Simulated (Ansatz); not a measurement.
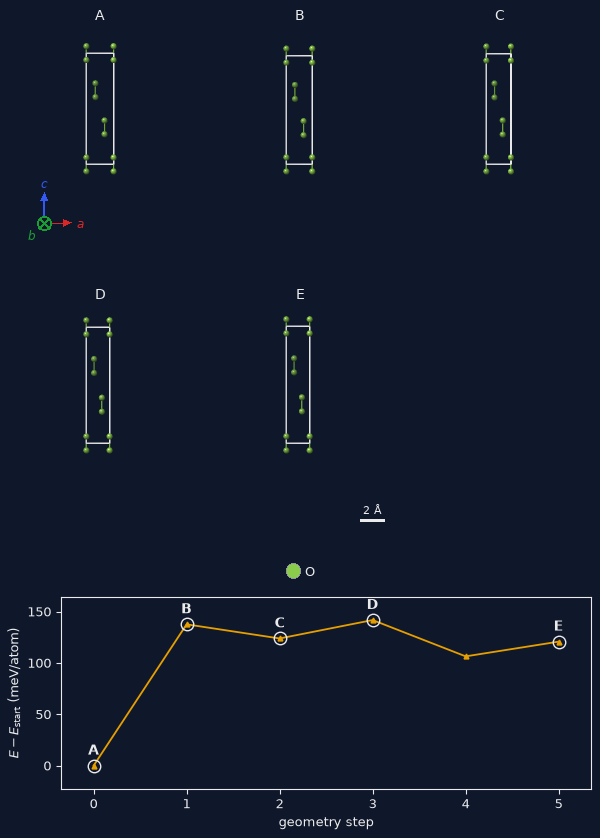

Frames of a relaxation of a crystal of O (set up in R-3m), marked on the history of the run. A ball-and-stick model of the conventional cell (3 times the calculation's cell), seen along the b axis. Lengths and directions refer to the drawn axes.

Case: relaxed at 30 GPa.

Level of theory: Ansatz 0.2.0, DFT r2SCAN, scalar-relativistic, plane waves, PAW.

Input file:
```yaml
crystal:
  lattice:
    - [1.331050842, 0.768482562, 3.1376464161]
    - [-1.331050842, 0.768482562, 3.1376464161]
    - [0.0, -1.5369651239, 3.1376464161]
  atoms:
    - { symbol: O, position: [0.0620735579, 0.0620735579, 0.0620735579], spin: 0.63 }
    - { symbol: O, position: [0.9379264421, 0.9379264421, 0.9379264421], spin: 0.63 }
basis:
  ecutwfc: 500
kpoints:
  mp_grid: { grid: [18, 18, 18] }
hamiltonian:
  xc: r2scan
scf:
  occupations: { method: gaussian, width: 0.02 }
output:
  forces: true
  stress: true
  eigenvalues: true
  populations: true
magnetization:
  spin_polarized: true
relax:
  adjacent_minimum: "off"
  f_tol: 0.008
  max_steps: 50
  cell: { stress_tol: 0.08, p_target: 30.0 }
```

Command:
```bash
ansatz run input.yaml --threads 1 --pin off --max-ram 2560MiB --backend cpu --events-out ev --progress --plain --runs-dir out
```

**What happens along the run?**

The run was cut off at its time limit before the relaxation converged, so the last structure is only a point on the way. The largest moves relative to the cell, 0.019 Å, are those of O1 and O2. O2 goes along +c. Cell: a = b 2.662 → 2.279 Å (−14.4 %), c 9.413 → 9.902 Å (+5.2 %). Volume −22.9 %. Near-neighbour distances that change, for instance: O1–O2 1.169 → 1.191 Å. The space group stays R-3m (No. 166). After 5 geometry steps the energy has risen by 121 meV per atom. With the target pressure of 30 GPa, the enthalpy E + pV changes by −292 meV per atom. The largest force component goes from 2.6 to 0.014 eV/Å. The pressure goes from 29.88 to 29.92 GPa. The program noted that the starting moments weren't kept. Cost: 13 min on 1 thread of Arm Neoverse N1, with other jobs on the host, peak memory 0.61 GiB. From step 0 to 1: O atoms move most (0.02 Å), volume −11.6 %, energy +138 meV per atom. From step 1 to 2: volume −8.3 %, energy −13.8 meV per atom. From step 2 to 3: O atoms move most (0.03 Å), volume −6.2 %, energy +17.9 meV per atom. From step 3 to 5: volume +1.4 %, energy −21.0 meV per atom.
